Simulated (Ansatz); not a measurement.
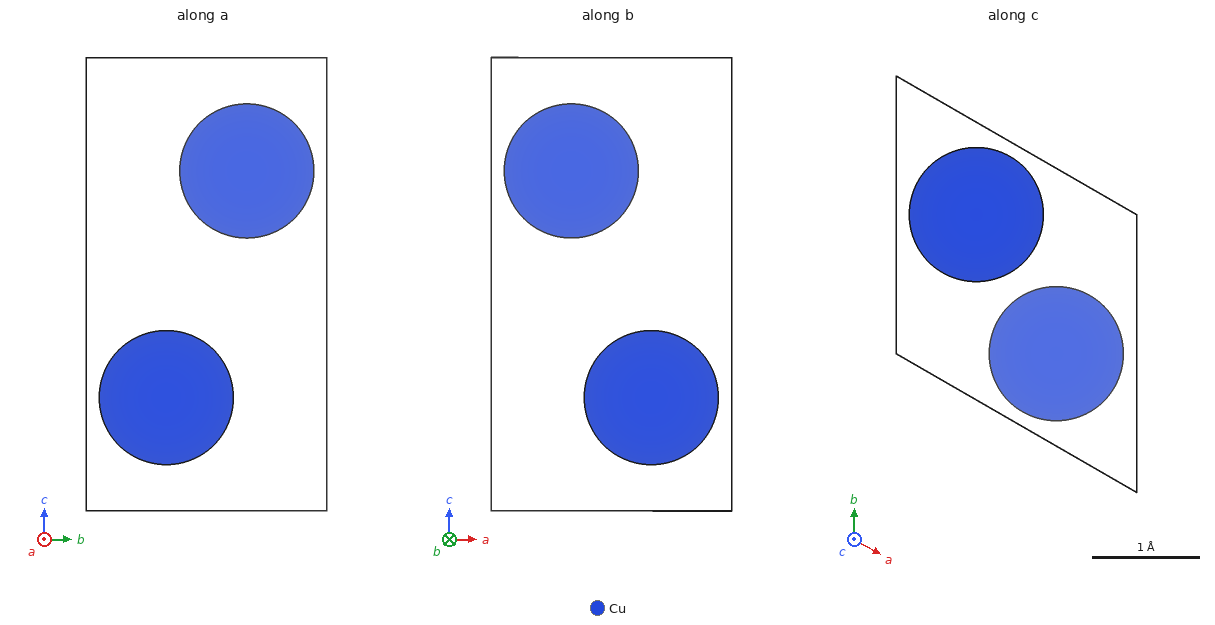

Spheres-only representation of a periodic structure, projected along the a axis, along the b axis and along the c axis. The unit cell is drawn as a box.

Lattice parameters: a = 2.5954 Å, b = 2.5972 Å, c = 4.2386 Å, α = 89.970°, β = 90.060°, γ = 119.977°.

> Set out the cell and atoms as a CIF in P1 with every atom of the cell, with free fractional coordinates to two decimals.

```cif
data_structure
_symmetry_space_group_name_H-M 'P 1'
_symmetry_Int_Tables_number 1
_cell_length_a 2.5954
_cell_length_b 2.5972
_cell_length_c 4.2386
_cell_angle_alpha 89.970
_cell_angle_beta 90.060
_cell_angle_gamma 119.977
_cell_volume 24.75
loop_
_atom_site_label
_atom_site_type_symbol
_atom_site_fract_x
_atom_site_fract_y
_atom_site_fract_z
_atom_site_occupancy
Cu1 Cu 0.33 0.67 0.75 1
Cu2 Cu 0.67 0.33 0.25 1
```

It goes back to a structure type filled with this element by a generator (whether the element takes this form wasn't checked). Earlier steps of the study may have refined or changed the cell and positions. A calculation with Ansatz used it as input.

At this level of theory the cell isn't at rest (stretched, at -10 GPa), so its distances can differ from those at equilibrium, the more so the softer the solid.
